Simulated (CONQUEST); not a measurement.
# A series of single points on ZnSe

System: ZnSe (F-43m, 4 atoms in the cell).
Method: Kohn-Sham DFT of a periodic cell, PBEsol, PseudoDojo NC PBEsol, no spin polarisation (CONQUEST 1.3).

The 7 runs differ only in the geometry, by an even scaling of the cell at fixed fractional positions. The structure derives from an entry of the Crystallography Open Database.

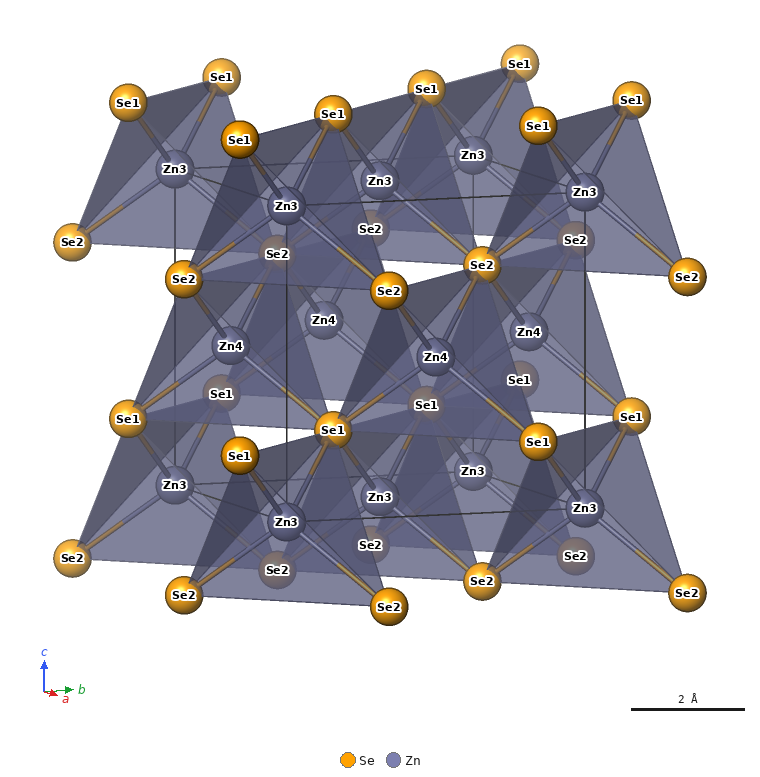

Figure 1. The structure of run 4 (polyhedral view of the cell 2 times as large as that of the calculation, set on its symmetry axes, seen slightly off an axis; polyhedra are completed across the faces of the cell; atoms are numbered from 1 in the order of the input).

**Input of run 4**
```
IO.Title ZnSe
IO.Coordinates coords.dat
IO.FractionalAtomicCoords T
IO.Iprint 2
IO.Iprint_init 1
General.NumberOfSpecies 2
General.PseudopotentialType hamann
AtomMove.TypeOfRun static
AtomMove.FullStress T
Grid.PointsAlongX 40
Grid.PointsAlongY 40
Grid.PointsAlongZ 60
DM.SolutionMethod diagon
Diag.MPMesh T
Diag.GammaCentred T
Diag.MPMeshX 7
Diag.MPMeshY 7
Diag.MPMeshZ 5
Diag.kT 0.00183747
minE.SCTolerance 1e-6
SC.MaxIters 100
IO.AtomChargeOutput T
%block ChemicalSpeciesLabel
1 78.960 Se
2 65.390 Zn
%endblock
```

Command:
```bash
Conquest
```

Lattice vectors (Å) and fractional positions of run 4:
```
   4.007598    0.000000    0.000000
   0.000000    4.007598    0.000000
   0.000000    0.000000    5.667600
Se  0.000000  0.500000  0.250000
Se  0.500000  0.000000  0.750000
Zn  0.000000  0.000000  0.000000
Zn  0.500000  0.500000  0.500000
```

Run 3 has the same physical settings and fractional positions; its lattice vectors (Å) are:
```
   3.980701    0.000000    0.000000
   0.000000    3.980701    0.000000
   0.000000    0.000000    5.629561
```

**Results, with one run withheld**

| run | volume per atom (Å³) | free energy per atom, from the lowest run given (meV) | pressure (GPa) | gap on the mesh (eV) |
| --- | --- | --- | --- | --- |
| 1 | 21.391 | 27.62 | 5.61 | 1.71 |
| 2 | 21.846 | 14.25 | 3.79 | 1.60 |
| 3 | 22.301 | ? | ? | ? |
| 4 | 22.757 | 0.94 | 0.97 | 1.39 |
| 5 | 23.212 | 0.00 | −0.29 | 1.30 |
| 6 | 23.667 | 2.40 | −1.37 | 1.21 |
| 7 | 24.122 | 7.76 | −2.48 | 1.13 |

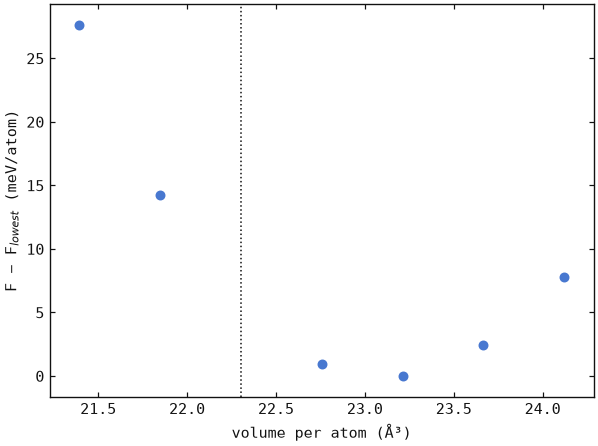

Figure 2. Free energy per atom of the runs given; the dotted line marks run 3.

Fit the runs given and predict run 3.

A cubic polynomial in V^(−2/3) (the Birch–Murnaghan form), fitted to the 6 runs given, misses them by at most 0.02 meV per atom. With x = V^(−2/3) − 0.12437 Å⁻², it reads F = 0.68362 + 1414.4 x + 6.5201e+05 x² + 1.7019e+06 x³ (meV per atom). At run 3 it gives 5.53 meV per atom, and the run itself gives 5.58. The slope of the fit gives a pressure −dF/dV of 2.32 GPa there, and the run prints 2.32 GPa. The fit has its minimum at 23.102 Å³ per atom, where V d²F/dV² gives 60.6 GPa: the bulk modulus at this level, since symmetry fixes the shape and the positions. The gap on the mesh goes, without turning, from 1.71 eV in run 1 to 1.13 eV in run 7; run 3 has 1.49 eV. These are gaps of this functional on this mesh, which can miss the band edges; they aren't the measured gap.

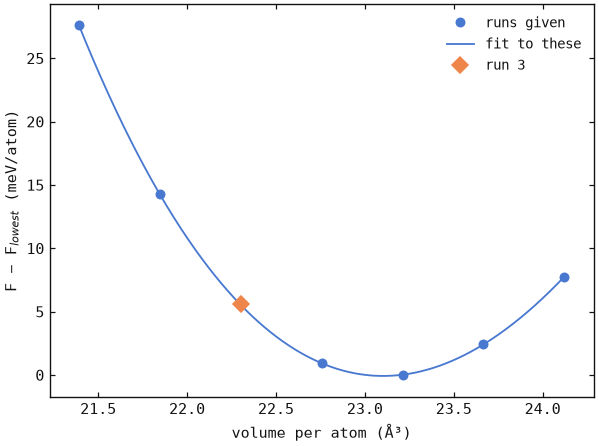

Figure 3. The fit and the withheld run.

**Some lines of the output (run 3)**
```
[...]
      Using Fermi-Dirac smearing
          DFT Total Energy                 :      -660.059375333512889 Ha
          DFT Total Energy                 :      -660.091089562770094 Ha
          DFT Total Energy                 :      -660.091723660150251 Ha
          DFT Total Energy                 :      -660.091739582341233 Ha
          DFT Total Energy                 :      -660.091739887404060 Ha
          DFT Total Energy                 :      -660.091739902769405 Ha
      |* DFT total energy        =      -660.091739902769405 Ha
    force: Average pressure:      2.31763577 GPa
```

Notes: With a small basis of atomic orbitals these values can differ much from converged plane-wave results.
